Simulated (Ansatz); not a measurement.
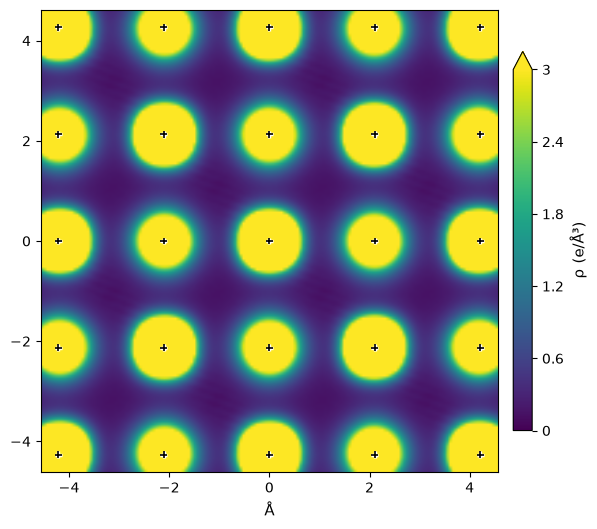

The valence pseudo-density on a plane through atoms (crosses mark nuclei in the plane).

Method: DFT PBE, scalar-relativistic, plane waves, PAW (Ansatz).

Candidates:
A. AlNi, a = 2.89 Å, b = 2.89 Å, c = 2.90 Å, α = 90.00°, β = 90.00°, γ = 90.00°. Space group P4/mmm; a structure from a database of computed crystals, not necessarily the ambient phase; computed without spin polarisation.
B. CoO, a = 3.02 Å, b = 3.02 Å, c = 4.21 Å, α = 90.00°, β = 90.00°, γ = 90.00°. Space group I4/mmm; spin-polarised.
C. Ga$_{3}$O$_{2}$, a = 4.87 Å, b = 4.87 Å, c = 22.45 Å, α = 90.00°, β = 90.00°, γ = 120.00°. Space group R-3c; started from the corundum_167 prototype, which need not be the ambient phase.

Which candidate gave the map?

Answer. Candidate B: CoO on the (11̄0) plane of the conventional cell, which holds Co and O. Co–O (2.11 Å): the density is about 0.44 e/Å³ at the midpoint.
